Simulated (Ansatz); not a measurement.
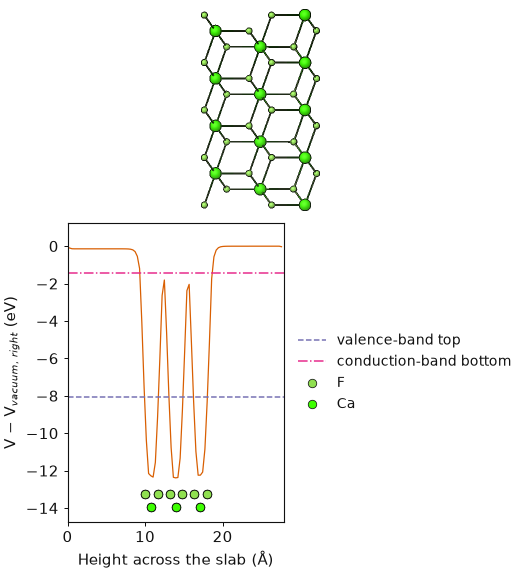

Plane-averaged electrostatic potential energy of an electron across the slab; circles at the bottom mark the heights of the atoms. The structure is drawn too.

Structure: a (111) slab cut from CaF$_{2}$ (Fm-3m), ended by F planes, 36 atoms in the cell, the slab at its places in the relaxed adsorbed structure.

Level of theory: DFT PBE+D3(BJ), scalar-relativistic, plane waves, PAW, no spin polarisation, 3×3×1 k mesh, 420 eV cutoff, Gaussian smearing of 0.05 eV; code Ansatz 0.2.0.

### What are the ionisation potential and the electron affinity of the slab?

From the vacuum level at the right face the ionisation potential is 8.07 eV and the electron affinity 1.45 eV; at the left face they are 7.93 and 1.31 eV. The slab's gap, their difference before rounding, is 6.62 eV.

### How thick are slab and vacuum?

The outermost atoms are 7.9 Å apart, which leaves 20.0 Å of vacuum in a cell 27.9 Å high.

### Do the two faces differ, and what does that say about the slab's dipole?

The vacuum levels differ by 0.14 eV, so the slab carries a dipole along its normal.
